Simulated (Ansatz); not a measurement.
## STM study: KI(110) (Fm-3m bulk, 5 atomic planes (those closer than 0.6 Å count as one), 10 Å, KI-terminated)

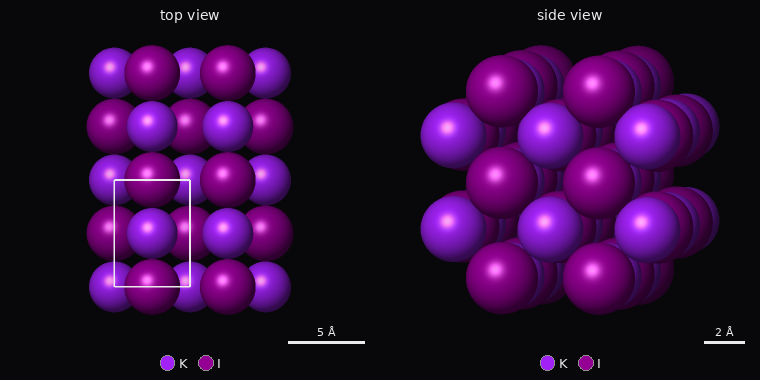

The relaxed structure from above and from the side.

Theory: DFT LDA, scalar-relativistic, plane waves, PAW in Ansatz. Cutoff 420 eV, 12 × 9 k-points, Gaussian smearing 0.05 eV, dipole correction. The slab is a cut without reconstruction beyond its cell, at the source's lattice constants, with its lower half held fixed and the rest relaxed. Relaxation changes the spacing of inner planes by up to 6 %, all the same way; the held half keeps the source's spacing. No spin polarisation. Spin–orbit coupling is left out; with I it can shift levels and gaps. The semilocal functional makes this wide gap too small, and with it the biases at which current sets in. The run warns that the functional's potential is rough in the thin density of the vacuum, where the tip is; weak contrasts and barriers may feel it.

Model: Tersoff–Hamann, s-wave tip, no tip–sample forces. Zero bias is put in the middle of the gap by convention. Bias windows are sharp sums over the levels of the k mesh.

```xyz
10
Lattice="4.9845 0.0000 0.0000 0.0000 7.0491 0.0000 0.0000 0.0000 27.9689" Properties=species:S:1:pos:R:3 pbc="T T T"
K     2.4922    3.5246    9.0000
I     2.4922    0.0000    9.0000
K     0.0000    0.0000   11.4922
I     0.0000    3.5246   11.4922
K     2.4922    3.5246   13.8106
I     2.4922    0.0000   13.8548
K     0.0000    0.0000   16.2606
I     0.0000    3.5246   16.1693
K     2.4922    3.5246   18.3888
I     2.4922    0.0000   18.5217
```

The last single point, restarted from the relaxation's density, took 7.1 min on 2 threads of Arm Neoverse N1, with other jobs on the host, peak memory 2.1 GiB.

Part 1: One image

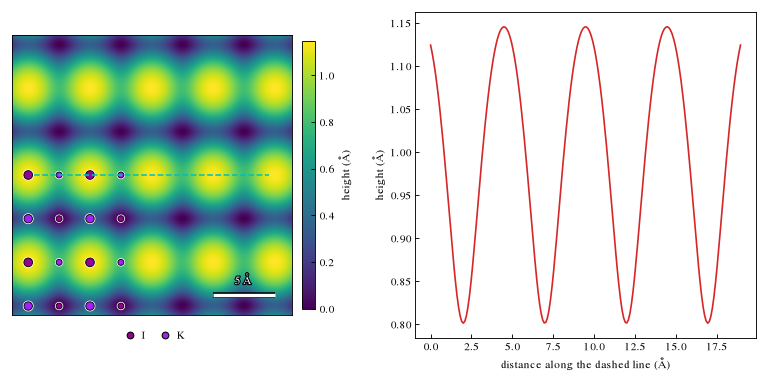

Constant-current image at a set point of 1.4 × 10⁻⁶ e/Å³ of this surface, sample bias −3.65 V. The atoms seen from above are drawn over one corner (deeper ones smaller). The right panel is the profile along the dashed line.

Which atoms or sites appear bright, which dark, and how strong is the contrast?

Answer. The brightest spots lie over the top I atoms; the darkest points are over the sites above the I atoms 2.4 Å below the top plane. The corrugation is 1.1 Å at a mean tip height of 4.9 Å.

Part 2: Approach curves

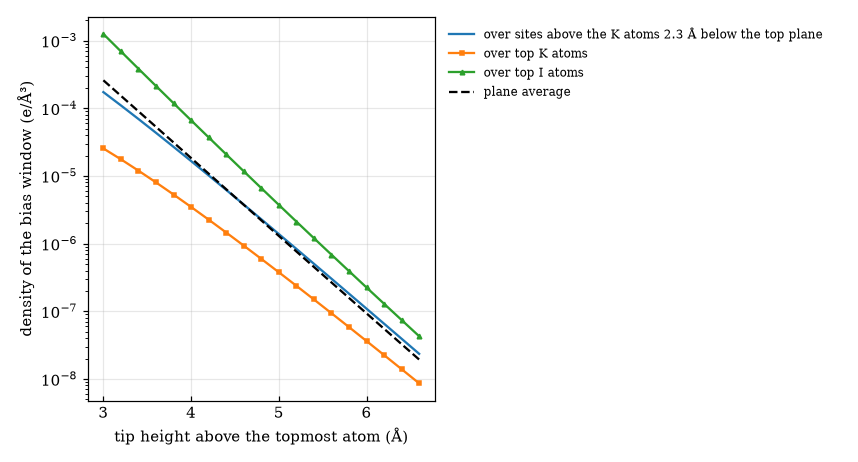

Approach curves over this surface at a sample bias of −2.25 V.

Estimate the decay constant and the apparent barrier, and compare with the vacuum level, which the run puts 3.85 eV above zero bias.

Answer. Near 4 Å the plane average falls as exp(−2.65 z/Å), a factor of 14 per ångström, which gives an apparent barrier of 6.7 eV (0.952 eV Å² times the slope squared). The highest filled states lie 5.49 eV under the vacuum level. The apparent barrier is above 5.49 eV. At 4 Å the 0.26 eV of states nearest the highest filled state carry 42 % of the density. The value exceeds even the 6.10 eV between the vacuum level and the deepest states of the window, so their depth alone doesn't explain it. States away from the zone centre decay faster, since their momentum along the surface adds to the barrier, and that may account for the rest.

Part 3: States by depth

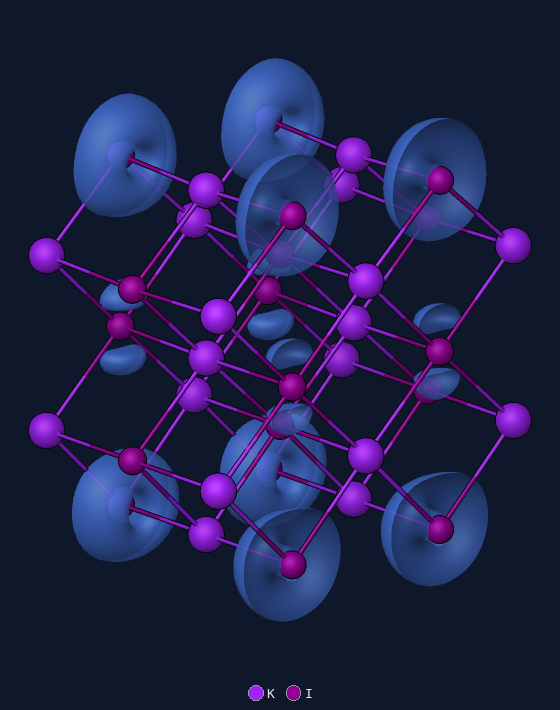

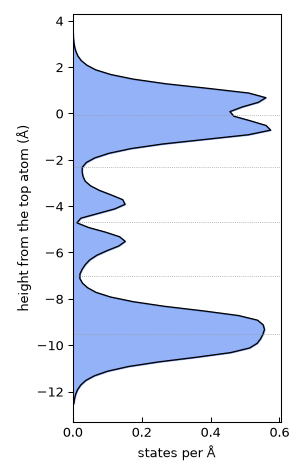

Density of all states between −1.90 and 0.00 eV (zero: the middle of the gap) of this surface: blue isosurface at 3.5 × 10⁻² e/Å³, seen from the side, tilted, and the full density summed over planes, the part near the nuclei included (dotted lines mark the atomic planes).

The first picture shows the smooth PAW orbitals' density alone; the shares below count all of it.

How is this energy window spread over the atomic planes?

Answer. The window holds 3.2 states per cell. Shares by plane (space cut midway between planes), top to bottom: KI 41 %, KI 7 %, KI 8 %, KI 5 %, KI 40 %; the outer planes' shares include the vacuum, and density in a gap between layers is shared out between the planes on either side. The outer planes of both faces hold more than their share.
